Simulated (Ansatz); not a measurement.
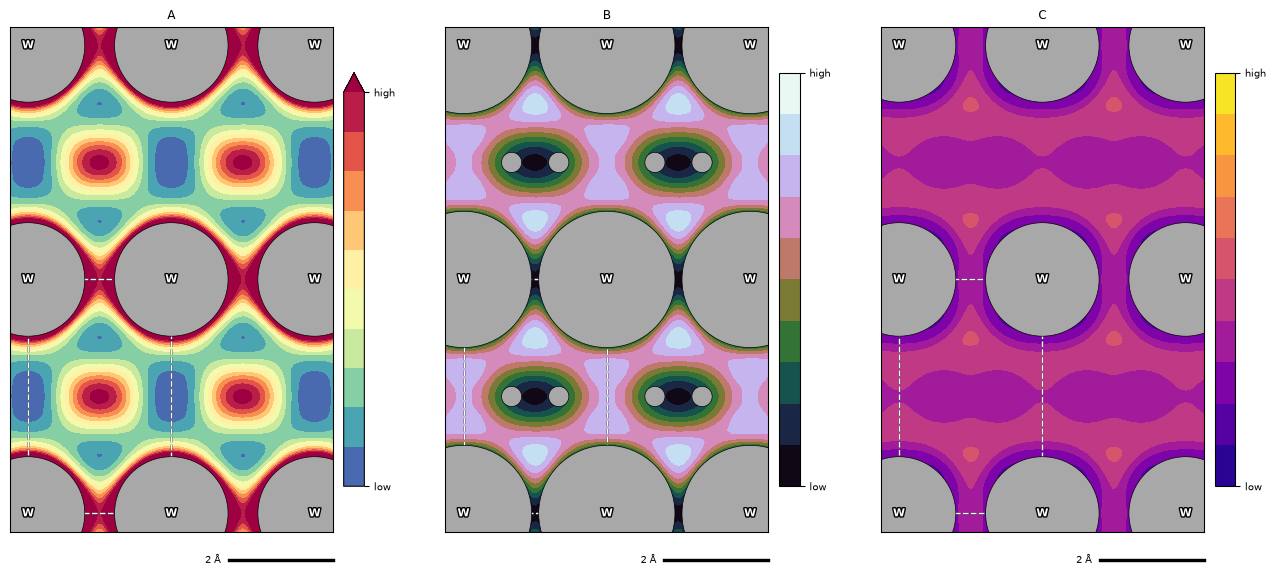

W (interface cell): 3 fields on the (001) plane of the calculation cell, with unlabelled colour scales. Grey discs cover the atomic cores.

Theory: DFT PBE, scalar-relativistic, plane waves, PAW (Ansatz).

Match the panels to the quantities (electron localisation function, electrostatic potential energy of an electron and valence pseudo-density).

Answer. Panel A: valence pseudo-density. Panel B: electrostatic potential energy of an electron (low next to the atoms, rising into the space between them). Panel C: electron localisation function. From the grid: W–W (2.76 Å): the density is about 0.41 e/Å³ at the midpoint; the ELF is about 0.40 at the midpoint.
